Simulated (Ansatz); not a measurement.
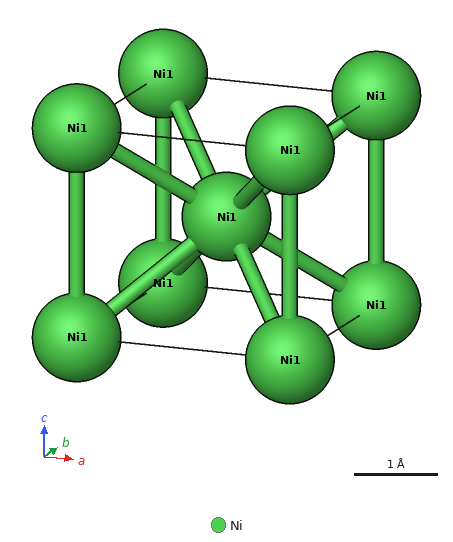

*The input geometry (ball-and-stick view of the cell 2 times as large as that of the calculation, set on its symmetry axes, seen slightly off an axis; atoms are numbered from 1 in the order of the input). An atom can appear more than once, as a periodic image.*

## Single-point calculation, with input and output: Ni

Ni (I4/mmm, 1 atom in the cell), computed with DFT PBEsol, scalar-relativistic, plane waves, PAW, spin-polarised (Ansatz 0.2.0).

The structure was made by swapping elements on the sites of another compound; it need not be a known phase. It belongs to a series of runs on one base structure; here: Cu -> Ni on all its sites, cell and atoms relaxed. Figures and captions count atoms from 1; the log counts them from 0 in places.

The input
```yaml
crystal:
  lattice:
    - [-1.3858770668, 1.3858770668, 1.3042789961]
    - [1.3858770668, -1.3858770668, 1.3042789961]
    - [1.3858770668, 1.3858770668, -1.3042789961]
  atoms:
    - { symbol: Ni, position: [0.0, 0.0, 0.0], spin: 2.0 }
basis:
  ecutwfc: 420
kpoints:
  mp_grid: { grid: [10, 10, 10] }
hamiltonian:
  xc: pbesol
scf:
  occupations: { method: gaussian, width: 0.1 }
  lower_state_search: "off"
output:
  forces: true
  stress: true
  eigenvalues: true
  populations: true
magnetization:
  spin_polarized: true
```

Launch command:
```bash
ansatz run input.yaml --threads 1 --pin off --max-ram 2560MiB --backend cpu --events-out ev --progress --plain --runs-dir out
```

What the program printed
```
Engine: ansatz 0.2.0, x86_64-unknown-linux-gnu
Pseudopotentials: kind: paw
Pseudopotential: Ni, paw, valence charge 18, recommended cutoff 420 eV (normal), Ni.paw.azcp
Functional definition: PBEsol
  exchange = pbesol_x
  correlation = pbesol_c
Crystal: 1 atoms, lattice volume = 10.020 Å³
Basis set: ecut = 420 eV, 193 PW (Γ), exchange–correlation on 32×32×32 points (8 copies of the dense FFT grid, shifted against one another)
Bands: 14, of which v1, the nominal top of the filled ones, is band 9 counted from 1 (8 counted from 0)
Symmetry: 16 space group operations
Space group: I4/mmm (ITA 139), of the structure as read, at distance tolerance 2.2e-5 Å
Magnetic group: BNS 139.531 (UNI 1191), of the structure as read, at distance tolerance 2.2e-5 Å
k-points: 102 of 1000
Non-local potential: Ni, projectors of the file, l = 0: 3, l = 1: 2, l = 2: 3, l = 3: 1
PAW form: soft (Blöchl's): semilocal exchange-correlation on the pseudo side does not see the compensation charge
PAW frozen core: Ni, regenerated for the run's functional, and the local potential with it (the file was generated under x = pbe(κ = 0.804, μ = 0.2195149727645171), c = pbe(β = 0.06672455060314922))
PAW one-centre angular grid: Ni, 590 points (default); XC on 64 Gauss nodes
Initial density: superposition of atomic densities (chi_scale 0.1, normalization cell)
Starting moments: Σ|m| = 2 μB on 1 of 1 site
Initial wavefunctions: pseudopotential atomic-orbital guess
Functional: x = pbesol(κ = 0.804, μ = 0.12345679012345678), c = pbesol(β = 0.046)
iter 1 solved again at ethr=1.58e-4 eV; its pass at ethr=3.10e-3 eV (dr2=2.85e-2 eV) is discarded
SCF iter   1: F=—  HF=-5804.549926 eV  |F-HF|=—  |Δ(HF+E_count)|=         —  Δρ=1.49e-1 (↑1.49e-1 ↓1.36e-1)  dr2=2.93e-2  dr2_m=1.85e0  M=0.850 μB ∫|m|=0.950 μB  β_m=0.30  ethr=1.58e-4  ⟨swp⟩=1.0  Hψ=19253  notcnv=0
Mixer restart at iter 1: flushing history
preconditioner: auto → none  [metal: Δε(μ)=0.010 eV  Ē_g=17.885 eV  σ=0.100 eV  W_gap=0.06  n_scr=0 (ndim 8)  ℏωp=37.1 eV  f_vac=0.000  D(μ)=1.73/eV (n_scr^D=18)]
spin-set hold released at iteration 1 (the charge has settled, or the pull on large starting moments outlasts its swing): the magnetisation degrees of freedom join the quasi-Newton model from the next iteration; the mixer history was flushed
SCF iter   2: F=—  HF=-5804.676786 eV  |F-HF|=—  |Δ(HF+E_count)|=   1.27e-1  Δρ=1.15e-1 (↑9.87e-2 ↓1.15e-1)  dr2=1.55e-2  dr2_m=1.05e0  M=0.815 μB ∫|m|=0.903 μB  β_m=0.65  ethr=1.58e-4  ⟨swp⟩=2.2  Hψ=4807  notcnv=0
SCF iter   3: F=—  HF=-5805.250313 eV  |F-HF|=—  |Δ(HF+E_count)|=   5.74e-1  Δρ=1.04e-1 (↑1.04e-1 ↓7.47e-2)  dr2=1.67e0  dr2_m=2.19e-2  M=0.693 μB ∫|m|=0.763 μB  β_m=0.45  ethr=8.60e-5  ⟨swp⟩=3.5  Hψ=8178  notcnv=0  defer=20
SCF iter   4: F=—  HF=-5804.856279 eV  |F-HF|=—  |Δ(HF+E_count)|=   3.94e-1  Δρ=1.47e-2 (↑9.62e-3 ↓1.47e-2)  dr2=2.15e-3  dr2_m=1.30e-2  M=0.617 μB ∫|m|=0.694 μB  β_m=0.73  ethr=8.60e-5  ⟨swp⟩=3.0  Hψ=7886  notcnv=0  defer=126
SCF iter   5: F=—  HF=-5804.858616 eV  |F-HF|=—  |Δ(HF+E_count)|=   2.34e-3  Δρ=6.59e-3 (↑5.85e-3 ↓6.59e-3)  dr2=6.58e-5  dr2_m=3.50e-3  M=0.563 μB ∫|m|=0.631 μB  β_m=0.86  ethr=1.20e-5  ⟨swp⟩=2.2  Hψ=4491  notcnv=0  defer=121
SCF iter   6: F=—  HF=-5804.860103 eV  |F-HF|=—  |Δ(HF+E_count)|=   1.49e-3  Δρ=5.71e-3 (↑5.71e-3 ↓2.13e-3)  dr2=7.76e-4  dr2_m=1.35e-3  M=0.516 μB ∫|m|=0.576 μB  β_m=0.93  ethr=3.66e-7  ⟨swp⟩=2.3  Hψ=4469  notcnv=0  defer=121
SCF iter   7: F=—  HF=-5804.860686 eV  |F-HF|=—  |Δ(HF+E_count)|=   5.82e-4  Δρ=2.49e-3 (↑2.49e-3 ↓2.13e-3)  dr2=2.88e-5  dr2_m=4.67e-4  M=0.462 μB ∫|m|=0.515 μB  β_m=0.97  ethr=3.66e-7  ⟨swp⟩=2.1  Hψ=4651  notcnv=0  defer=121
SCF iter   8: F=—  HF=-5804.860905 eV  |F-HF|=—  |Δ(HF+E_count)|=   2.19e-4  Δρ=1.86e-3 (↑1.86e-3 ↓1.83e-3)  dr2=4.12e-6  dr2_m=3.07e-4  M=0.437 μB ∫|m|=0.489 μB  β_m=0.80  ethr=1.60e-7  ⟨swp⟩=2.0  Hψ=4078  notcnv=0  defer=121
SCF iter   9: F=—  HF=-5804.861125 eV  |F-HF|=—  |Δ(HF+E_count)|=   2.21e-4  Δρ=4.91e-4 (↑2.32e-4 ↓4.91e-4)  dr2=5.50e-6  dr2_m=1.08e-5  M=0.384 μB ∫|m|=0.430 μB  β_m=0.88  ethr=2.29e-8  ⟨swp⟩=3.2  Hψ=5544  notcnv=0  defer=121
SCF iter  10: F=—  HF=-5804.861094 eV  |F-HF|=—  |Δ(HF+E_count)|=   3.15e-5  Δρ=9.15e-4 (↑9.15e-4 ↓8.36e-4)  dr2=5.83e-7  dr2_m=6.99e-5  M=0.368 μB ∫|m|=0.412 μB  β_m=0.88  ethr=2.29e-8  ⟨swp⟩=2.0  Hψ=4525  notcnv=0  defer=121
SCF iter  11: F=—  HF=-5804.861130 eV  |F-HF|=—  |Δ(HF+E_count)|=   3.64e-5  Δρ=1.95e-4 (↑1.30e-4 ↓1.95e-4)  dr2=3.32e-7  dr2_m=2.39e-6  M=0.390 μB ∫|m|=0.437 μB  β_m=0.76  ethr=3.24e-9  ⟨swp⟩=3.2  Hψ=5569  notcnv=0  defer=121
iter 12 did not close the SCF: its close was put off for a magnetic moment that had not settled (scf_convergence_deferred on its scf_iter line)
SCF iter  12: F=-5804.861131 eV  HF=-5804.861131 eV  |F-HF|=5.82e-9  |Δ(HF+E_count)|=   1.04e-6  Δρ=2.78e-5 (↑2.09e-5 ↓2.78e-5)  dr2=4.29e-9  dr2_m=5.40e-8  M=0.387 μB ∫|m|=0.434 μB  β_m=0.88  ethr=5.56e-10  ⟨swp⟩=6.1  Hψ=14370  notcnv=0
SCF iter  13: F=-5804.861131 eV  HF=-5804.861131 eV  |F-HF|=2.05e-10  |Δ(HF+E_count)|=   2.55e-8  Δρ=3.78e-6 (↑3.78e-6 ↓3.20e-6)  dr2=3.44e-11  dr2_m=1.10e-9  M=0.387 μB ∫|m|=0.433 μB  ethr=2.38e-11  ⟨swp⟩=2.0  Hψ=9379  notcnv=0
SCF 1 converged in 13 iterations: F = -5804.861131 eV  dr2 = 3.44e-11
  greatest PAW one-centre occupation: 1.001 electrons in one spin orbital (limit 2), on the Ni atom at site 0 (counted from 0), in its partial waves of l = 1
```

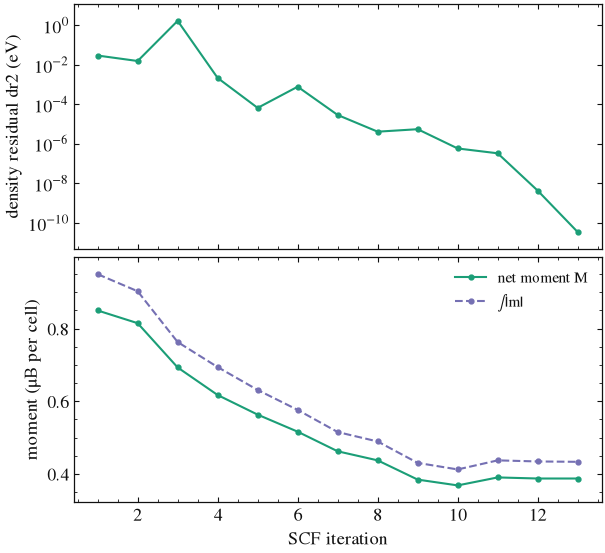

*Convergence of the self-consistent field: density residual dr2 and magnetic moment against the SCF iteration.*

The residual falls unevenly and jumps up by a factor of two or more 2 times on the way down. The net moment goes from 0.8 to 0.4 μB per cell.

```
SCF converged after 13 iterations
Magnetization: 0.3868 μB (9.1934 up, 8.8066 down)
Absolute magnetization: 0.4337 μB (∫|ρ↑−ρ↓|, with the PAW one-centre terms)
Spin contamination: 0.0025 ħ² per cell (⟨S²⟩ above its minimum at these occupations)
Per-site moments (μB) at R_I (Å): [(0.4080808308863977, 0.9711247193158795)]
Free energy (F): -5804.861131 eV
Harris-Foulkes:  -5804.861131 eV  (|F-HF|=2.05e-10)
Internal energy: -5804.853357 eV  (E = F + TS)
E sigma→0 (E₀):  -5804.857244 eV
Entropy (-TS):   -0.007774 eV (-7.774 meV/atom)
Fermi energy:    19.791235 eV
--- Per-component energies (eV) ---
  E_band       = -253.019896
  E_kinetic    = 284.413666
  E_local      = -3301.226798  (includes V_loc(G=0)·N_el)
  E_nonlocal   = 636.569341
  E_hartree    = 1380.198658
  E_xc         = -85.225400
  E_vxc        = -110.323473  (∫ρ·V_xc dr)
  E_paw        = -1594.654045  (= ΣΔE_a)
  E_vpaw       = -522.850822  (= ΣTr[D̂ρ^β])
  E_aug_tail   = 0.000515  (compensation charges beyond the density's cutoff)
  E_ewald      = -3125.126584
  E_core_change = 0.197289  (= ΣΔE_core)
  E_smearing   = -0.007774  (= −TS)
  E_closure    = 0.000000  (closes the sum)
  Σ components = -5804.861131   (vs F -5804.861131, Δ=0.00e0)
--- Forces (eV/Å), atoms counted from 1 ---
  atom   1  Ni    -0.00000000    -0.00000000     0.00000000
  max |Σ_I F_I| component: 3.08e-32 eV/Å
--- Stress (GPa, compression-positive) ---
       11.328816      -0.000000      -0.000000
       -0.000000      11.328816      -0.000000
        0.000000       0.000000       7.368574
  P = ⅓ Tr σ = 10.0087 GPa (100.087 kbar)
--- Band table (eV; the first three rows and the last of 204) ---
  k-point 0 ↑: bands = ["-83.3174", "-43.7180", "-43.6560", "-43.6560", "10.1952", "17.1376", "17.5103", "17.5103", "18.6840", "19.1770", "46.2251", "46.2251", "47.9109", "51.5195"]
  k-point 1 ↑: bands = ["-83.3124", "-43.7271", "-43.6859", "-43.6551", "10.6151", "17.1436", "17.4205", "17.7116", "18.5808", "19.1622", "43.1534", "45.9590", "47.4688", "50.5608"]
  k-point 2 ↑: bands = ["-83.2994", "-43.7639", "-43.7508", "-43.6528", "11.8006", "17.1145", "17.1897", "18.2627", "18.4283", "19.1299", "38.0373", "44.3714", "46.6833", "47.9504"]
  k-point 101 ↓: bands = ["-82.7144", "-43.4085", "-43.4085", "-43.4037", "15.3010", "15.4162", "20.1851", "20.1851", "20.3278", "29.1787", "29.1787", "31.7960", "35.6420", "36.7026"]
--- Löwdin populations: 1 site ---
  site symbol       q [e]    m [muB]
     0     Ni     17.7771     0.4021
  spilling = 0.012381 (of n_electrons = 18.000000)
```

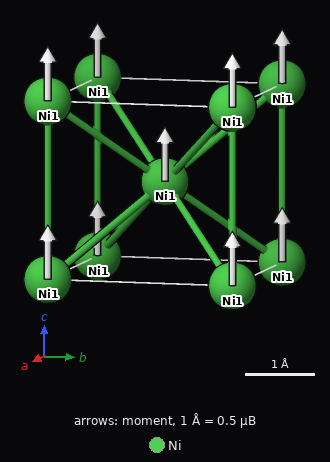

*Magnetic moments of the sites as white arrows (ball-and-stick view of the cell 2 times as large as that of the calculation, set on its symmetry axes, seen slightly off an axis; atoms are numbered from 1 in the order of the input); small moments hardly show. The run is collinear, so the axis drawn is arbitrary.*

Site moments: Ni1 (0.41 μB). They are counted near the atoms and needn't add up to the moment of the cell.

Summary

- outcome: converged
- space group (tolerance 0.01 Å): I4/mmm (139)
- electrons treated: 18
- free energy: −5804.8611 eV
- Fermi energy: 19.791 eV
- gap on the k-point mesh: none (metallic)
- net moment of the cell: 0.39 μB
- integrated absolute moment: 0.43 μB
- pressure: 10.01 GPa
- largest force (length of the vector): under 0.001 eV/Å
- hardware: 1 thread of Intel Xeon (Granite Rapids), 32 GiB of memory available, shared host
- wall time: 1.9 s
- peak memory: 0.33 GiB

Notes

The cell is under a pressure of 10.0 GPa at this level, so it is not at its equilibrium volume.
